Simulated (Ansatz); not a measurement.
# Si: single-point calculation (part 1 of 2)

Si (slab, 5 atoms in the cell), computed with DFT LDA, scalar-relativistic, plane waves, PAW, spin-polarised (Ansatz 0.2.0).

The structure derives from an entry of the Crystallography Open Database. Figures and captions count atoms from 1; the log counts them from 0 in places.

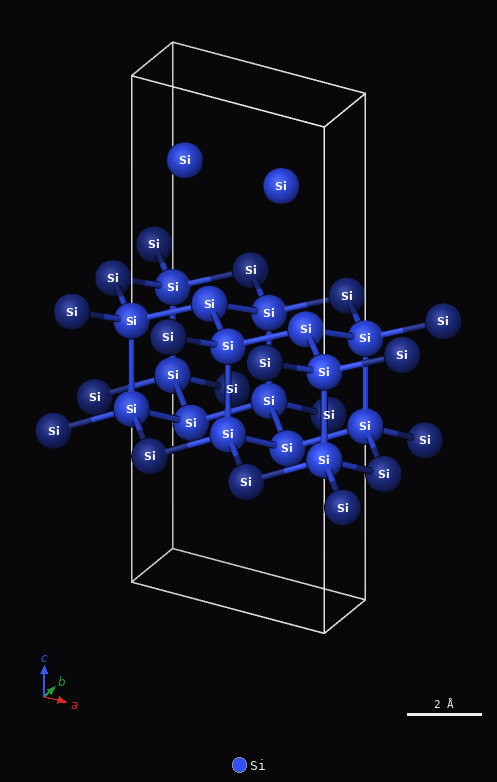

Fig. 1: The structure (ball-and-stick view of the 2 × 1 repeat of the cell, with the vacuum cut short, seen slightly off an axis; neighbours outside the cell are drawn fainter).

## Input
```yaml
crystal:
  lattice:
    - [3.8197534856, 0.0, 0.0]
    - [-1.9098767428, 3.3080035547, 0.0]
    - [0.0, 0.0, 20.8774703619]
  atoms:
    - { symbol: Si, position: [0.3333333333, 0.6666666667, 0.1915940931] }
    - { symbol: Si, position: [0.0, 0.0, 0.2289407592] }
    - { symbol: Si, position: [0.0, 0.0, 0.3465910495] }
    - { symbol: Si, position: [0.6666666667, 0.3333333333, 0.3773191975] }
    - { symbol: Si, position: [1.2222222222, -0.2222222222, 0.5339473686], spin: 2.0 }
basis:
  ecutwfc: 420
kpoints:
  mp_grid: { grid: [9, 9, 1] }
hamiltonian:
  xc: lda
scf:
  occupations: { method: gaussian, width: 0.05 }
output:
  forces: true
  eigenvalues: true
  populations: true
  write_density: true
  write_potential: true
  elf: true
  volumetric_format: npy
magnetization:
  spin_polarized: true
efield:
  axis: 3
  dipole_correction: true
  ramp_width: 0.04
```

Machine: 1 thread of Intel Xeon (Granite Rapids), 128 GiB of memory available, shared host.

Launch command:
```bash
ansatz run input.yaml --threads 1 --pin off --max-ram 3072MiB --backend cpu --events-out ev --progress --plain --runs-dir out
```

## What the program printed
```
Engine: ansatz 0.2.0, x86_64-unknown-linux-gnu
Pseudopotentials: kind: paw
Pseudopotential: Si, paw, valence charge 4, recommended cutoff 420 eV (normal), Si.paw.azcp
Functional definition: SPW92
  exchange = slater_x
  correlation = pw_c
Crystal: 5 atoms, lattice volume = 263.803 Å³
Basis set: ecut = 420 eV, 5169 PW (Γ)
Bands: 16, of which v1, the nominal top of the filled ones, is band 10 counted from 1 (9 counted from 0)
Symmetry: 2 space group operations
k-points: 25 of 81 (time reversal used)
Non-local potential: Si, projectors of the file, l = 0: 2, l = 1: 2, l = 2: 2
PAW form: soft (Blöchl's): semilocal exchange-correlation on the pseudo side does not see the compensation charge
PAW frozen core: Si, regenerated for the run's functional, and the local potential with it (the file was generated under x = pbe(κ = 0.804, μ = 0.2195149727645171), c = pbe(β = 0.06672455060314922))
PAW one-centre angular grid: Si, 110 points (default); XC on 64 Gauss nodes
Initial density: superposition of atomic densities (neutral atoms: chi_scale 0, normalization atom)
Starting moments: Σ|m| = 2 μB on 1 of 5 sites
Initial wavefunctions: pseudopotential atomic-orbital guess
Functional: x = slater, c = lda
SCF iter   1: F=—  HF=-3039.107956 eV  |F-HF|=—  |Δ(HF+E_count)|=         —  Δρ=2.08e-2 (↑2.08e-2 ↓1.29e-2)  dr2=2.48e1  dr2_m=2.16e-1  M=0.768 μB ∫|m|=0.790 μB  β_m=0.30  ethr=3.10e-3  p=-0.000 e·Å  D=-3.53e-8 V/Å  ΔV_dip=0.00 eV  dr2_dipole=1.20e1  V_vac-E_F(+/−)=5.88/5.88 eV  ⟨swp⟩=8.9  Hψ=6400  notcnv=0
efield: sawtooth ramp at fractional position 0.8428 (placed from the atoms, in the widest stretch of the axis that holds none; the zero of the levels goes with the place), width 0.0400; the density the first Hamiltonian is built on has a dipole p = -0.000 e·Å; the dipole correction subtracts the counter field D = -3.53e-8 V/Å, which shifts the + side's vacuum level by +0.00 eV against the − side's; the planar-averaged density in the ramp window peaks in size at 8.2e-8 e/Å³
preconditioner: auto → LDOS  [metal: Δε(μ)=0.041 eV  Ē_g=7.188 eV  σ=0.050 eV  W_gap=0.43  n_scr=10 (ndim 8)  ℏωp=10.2 eV  f_vac=0.438  D(μ)=3.51/eV (n_scr^D=10)]
spin=Collinear: LDOS preconditioning applied to the charge; magnetization (m = ρ↑ − ρ↓) channel mixes plain (no charge-response kernel on spin).
SCF iter   2: F=—  HF=-3038.460775 eV  |F-HF|=—  |Δ(HF+E_count)|=   6.47e-1  Δρ=1.51e-2 (↑1.51e-2 ↓9.06e-3)  dr2=1.41e1  dr2_m=1.08e-1  M=0.756 μB ∫|m|=0.762 μB  β_m=0.30  ethr=3.10e-3  p=0.011 e·Å  D=7.41e-3 V/Å  ΔV_dip=-0.15 eV  dr2_dipole=7.02e0  V_vac-E_F(+/−)=5.58/5.73 eV  ⟨swp⟩=1.4  Hψ=1223  notcnv=0  defer=13  κ⁻¹=1.0e0(r=1)
SCF iter   3: F=—  HF=-3037.960600 eV  |F-HF|=—  |Δ(HF+E_count)|=   5.00e-1  Δρ=7.75e-3 (↑4.89e-3 ↓7.75e-3)  dr2=2.96e0  dr2_m=3.70e-2  M=0.861 μB ∫|m|=0.891 μB  β_m=0.30  ethr=3.10e-3  p=0.052 e·Å  D=3.54e-2 V/Å  ΔV_dip=-0.74 eV  dr2_dipole=1.76e0  V_vac-E_F(+/−)=4.66/5.40 eV  ⟨swp⟩=3.7  Hψ=2201  notcnv=0  defer=47  κ⁻¹=1.3e-3(r=2)
SCF iter   4: F=—  HF=-3037.862445 eV  |F-HF|=—  |Δ(HF+E_count)|=   9.82e-2  Δρ=4.41e-3 (↑4.01e-3 ↓4.41e-3)  dr2=1.44e-1  dr2_m=3.06e-2  M=0.757 μB ∫|m|=0.767 μB  β_m=0.30  ethr=3.10e-3  p=0.038 e·Å  D=2.60e-2 V/Å  ΔV_dip=-0.54 eV  dr2_dipole=2.73e-2  V_vac-E_F(+/−)=4.81/5.35 eV  ⟨swp⟩=1.5  Hψ=1228  notcnv=0  defer=57  κ⁻¹=7.5e-4(r=3)
SCF iter   5: F=—  HF=-3037.870435 eV  |F-HF|=—  |Δ(HF+E_count)|=   7.99e-3  Δρ=3.40e-3 (↑3.40e-3 ↓2.64e-3)  dr2=7.39e-2  dr2_m=1.95e-2  M=0.739 μB ∫|m|=0.742 μB  β_m=0.30  ethr=7.19e-4  p=0.031 e·Å  D=2.16e-2 V/Å  ΔV_dip=-0.45 eV  dr2_dipole=2.93e-2  V_vac-E_F(+/−)=4.72/5.17 eV  ⟨swp⟩=3.1  Hψ=1370  notcnv=0  defer=60  κ⁻¹=1.7e-4(r=4)
SCF iter   6: F=—  HF=-3037.882971 eV  |F-HF|=—  |Δ(HF+E_count)|=   1.25e-2  Δρ=2.38e-3 (↑2.38e-3 ↓2.03e-3)  dr2=5.56e-3  dr2_m=1.14e-2  M=0.731 μB ∫|m|=0.735 μB  β_m=0.30  ethr=3.69e-4  p=0.032 e·Å  D=2.16e-2 V/Å  ΔV_dip=-0.45 eV  dr2_dipole=1.53e-3  V_vac-E_F(+/−)=4.60/5.06 eV  ⟨swp⟩=1.2  Hψ=965  notcnv=0  defer=59  κ⁻¹=1.3e-5(r=5)
SCF iter   7: F=—  HF=-3037.893913 eV  |F-HF|=—  |Δ(HF+E_count)|=   1.09e-2  Δρ=1.84e-3 (↑1.84e-3 ↓1.61e-3)  dr2=1.49e-3  dr2_m=7.07e-3  M=0.721 μB ∫|m|=0.724 μB  β_m=0.30  ethr=2.78e-5  p=0.031 e·Å  D=2.09e-2 V/Å  ΔV_dip=-0.44 eV  dr2_dipole=3.33e-4  V_vac-E_F(+/−)=4.57/5.01 eV  ⟨swp⟩=1.8  Hψ=1171  notcnv=0  defer=56  κ⁻¹=2.1e-6(r=6)
SCF iter   8: F=—  HF=-3037.900987 eV  |F-HF|=—  |Δ(HF+E_count)|=   7.07e-3  Δρ=1.41e-3 (↑1.41e-3 ↓1.31e-3)  dr2=5.39e-4  dr2_m=4.46e-3  M=0.713 μB ∫|m|=0.716 μB  β_m=1.20  ethr=7.46e-6  p=0.029 e·Å  D=1.98e-2 V/Å  ΔV_dip=-0.41 eV  dr2_dipole=1.98e-4  V_vac-E_F(+/−)=4.55/4.96 eV  ⟨swp⟩=2.1  Hψ=1074  notcnv=0  defer=55
Mixer restart at iter 8: flushing history
spin-set hold released at iteration 8 (site moments contracting): the magnetisation degrees of freedom join the quasi-Newton model from the next iteration; the mixer history was flushed
SCF iter   9: F=—  HF=-3037.913787 eV  |F-HF|=—  |Δ(HF+E_count)|=   1.28e-2  Δρ=6.06e-4 (↑6.06e-4 ↓3.15e-4)  dr2=7.84e-3  dr2_m=4.60e-4  M=0.690 μB ∫|m|=0.694 μB  β_m=0.36  ethr=2.70e-6  p=0.029 e·Å  D=1.96e-2 V/Å  ΔV_dip=-0.41 eV  dr2_dipole=4.08e-3  V_vac-E_F(+/−)=4.54/4.95 eV  ⟨swp⟩=3.0  Hψ=1443  notcnv=0  defer=55  recentre
density mixer auto → msr1: a metal under ldos (density of states about μ 1.01 of a free-electron gas's, 10 screened modes)
SCF iter  10: F=—  HF=-3037.908484 eV  |F-HF|=—  |Δ(HF+E_count)|=   5.30e-3  Δρ=9.85e-4 (↑9.85e-4 ↓8.21e-4)  dr2=1.64e-3  dr2_m=1.96e-3  M=0.703 μB ∫|m|=0.707 μB  β_m=0.68  ethr=2.70e-6  p=0.029 e·Å  D=1.96e-2 V/Å  ΔV_dip=-0.41 eV  dr2_dipole=8.10e-4  V_vac-E_F(+/−)=4.55/4.96 eV  ⟨swp⟩=2.2  Hψ=1317  notcnv=0  defer=51
SCF iter  11: F=—  HF=-3037.913199 eV  |F-HF|=—  |Δ(HF+E_count)|=   4.71e-3  Δρ=5.51e-4 (↑5.51e-4 ↓3.90e-4)  dr2=1.91e-3  dr2_m=5.27e-4  M=0.700 μB ∫|m|=0.706 μB  β_m=0.81  ethr=2.70e-6  p=0.028 e·Å  D=1.92e-2 V/Å  ΔV_dip=-0.40 eV  dr2_dipole=9.62e-4  V_vac-E_F(+/−)=4.55/4.95 eV  ⟨swp⟩=2.0  Hψ=1366  notcnv=0  defer=52
SCF iter  12: F=—  HF=-3037.914811 eV  |F-HF|=—  |Δ(HF+E_count)|=   1.61e-3  Δρ=1.53e-4 (↑1.50e-4 ↓1.53e-4)  dr2=7.16e-5  dr2_m=5.11e-5  M=0.702 μB ∫|m|=0.716 μB  β_m=0.82  ethr=2.70e-6  p=0.027 e·Å  D=1.89e-2 V/Å  ΔV_dip=-0.39 eV  dr2_dipole=3.67e-7  V_vac-E_F(+/−)=4.55/4.94 eV  ⟨swp⟩=2.1  Hψ=1257  notcnv=0  defer=53
SCF iter  13: F=—  HF=-3037.915022 eV  |F-HF|=—  |Δ(HF+E_count)|=   2.11e-4  Δρ=6.70e-5 (↑3.06e-5 ↓6.70e-5)  dr2=7.85e-5  dr2_m=4.49e-6  M=0.704 μB ∫|m|=0.720 μB  β_m=0.91  ethr=3.58e-7  p=0.027 e·Å  D=1.88e-2 V/Å  ΔV_dip=-0.39 eV  dr2_dipole=3.07e-5  V_vac-E_F(+/−)=4.55/4.94 eV  ⟨swp⟩=2.0  Hψ=1247  notcnv=0  defer=54
SCF iter  14: F=—  HF=-3037.915034 eV  |F-HF|=—  |Δ(HF+E_count)|=   1.20e-5  Δρ=4.04e-5 (↑2.44e-5 ↓4.04e-5)  dr2=2.34e-5  dr2_m=1.57e-6  M=0.706 μB ∫|m|=0.723 μB  β_m=0.92  ethr=3.58e-7  p=0.028 e·Å  D=1.89e-2 V/Å  ΔV_dip=-0.39 eV  dr2_dipole=9.25e-6  V_vac-E_F(+/−)=4.55/4.94 eV  ⟨swp⟩=1.4  Hψ=800  notcnv=0  defer=54
SCF iter  15: F=—  HF=-3037.915040 eV  |F-HF|=—  |Δ(HF+E_count)|=   6.05e-6  Δρ=9.12e-6 (↑6.46e-6 ↓9.12e-6)  dr2=5.71e-7  dr2_m=1.00e-7  M=0.707 μB ∫|m|=0.726 μB  β_m=0.89  ethr=1.17e-7  p=0.028 e·Å  D=1.89e-2 V/Å  ΔV_dip=-0.39 eV  dr2_dipole=1.45e-8  V_vac-E_F(+/−)=4.55/4.94 eV  ⟨swp⟩=2.4  Hψ=1201  notcnv=0  defer=54
SCF iter  16: F=—  HF=-3037.915041 eV  |F-HF|=—  |Δ(HF+E_count)|=   4.36e-7  Δρ=2.94e-6 (↑2.75e-6 ↓2.94e-6)  dr2=5.28e-8  dr2_m=1.63e-8  M=0.708 μB ∫|m|=0.726 μB  β_m=0.94  ethr=5.00e-10  p=0.028 e·Å  D=1.89e-2 V/Å  ΔV_dip=-0.39 eV  dr2_dipole=3.46e-10  V_vac-E_F(+/−)=4.55/4.94 eV  ⟨swp⟩=16.7  Hψ=7793  notcnv=0
SCF iter  17: F=—  HF=-3037.915041 eV  |F-HF|=—  |Δ(HF+E_count)|=   6.61e-8  Δρ=1.43e-6 (↑1.43e-6 ↓1.05e-6)  dr2=2.72e-8  dr2_m=3.20e-9  M=0.708 μB ∫|m|=0.727 μB  β_m=0.97  ethr=2.64e-10  p=0.028 e·Å  D=1.89e-2 V/Å  ΔV_dip=-0.39 eV  dr2_dipole=2.37e-8  V_vac-E_F(+/−)=4.55/4.94 eV  ⟨swp⟩=9.3  Hψ=4876  notcnv=0
SCF iter  18: F=—  HF=-3037.915041 eV  |F-HF|=—  |Δ(HF+E_count)|=   1.12e-8  Δρ=6.01e-7 (↑6.01e-7 ↓4.17e-7)  dr2=1.03e-8  dr2_m=5.20e-10  M=0.708 μB ∫|m|=0.727 μB  β_m=0.99  ethr=1.36e-10  p=0.028 e·Å  D=1.89e-2 V/Å  ΔV_dip=-0.39 eV  dr2_dipole=8.12e-9  V_vac-E_F(+/−)=4.55/4.94 eV  ⟨swp⟩=8.0  Hψ=4461  notcnv=0
iter 19 did not close the SCF: its close was put off for the exchange–correlation potential of the local minority spin (scf_convergence_deferred on its scf_iter line)
SCF iter  19: F=-3037.915041 eV  HF=-3037.915041 eV  |F-HF|=8.35e-10  |Δ(HF+E_count)|=   1.93e-9  Δρ=2.58e-7 (↑2.58e-7 ↓1.60e-7)  dr2=1.07e-9  dr2_m=5.80e-11  M=0.708 μB ∫|m|=0.727 μB  β_m=0.93  ethr=5.15e-11  p=0.028 e·Å  D=1.89e-2 V/Å  ΔV_dip=-0.39 eV  dr2_dipole=1.46e-10  V_vac-E_F(+/−)=4.55/4.94 eV  ⟨swp⟩=7.4  Hψ=4044  notcnv=0
SCF iter  20: F=-3037.915041 eV  HF=-3037.915041 eV  |F-HF|=8.19e-12  |Δ(HF+E_count)|=   7.82e-8  Δρ=7.44e-8 (↑7.44e-8 ↓5.02e-8)  dr2=4.15e-11  dr2_m=6.94e-12  M=0.708 μB ∫|m|=0.727 μB  ethr=5.37e-12  p=0.028 e·Å  D=1.89e-2 V/Å  ΔV_dip=-0.39 eV  dr2_dipole=2.73e-12  V_vac-E_F(+/−)=4.55/4.94 eV  ⟨swp⟩=5.9  Hψ=4490  notcnv=0
SCF 1 converged in 20 iterations: F = -3037.915041 eV  dr2 = 4.15e-11
  greatest PAW one-centre occupation: 0.761 electrons in one spin orbital (limit 2), on the Si atom at site 4 (counted from 0), in its partial waves of l = 0
```

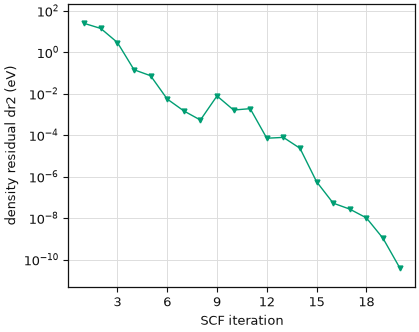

Fig. 2: Convergence of the self-consistent field: density residual dr2 against the SCF iteration. The residual comes down, with one marked jump up, by a factor of about 15, at step 9.
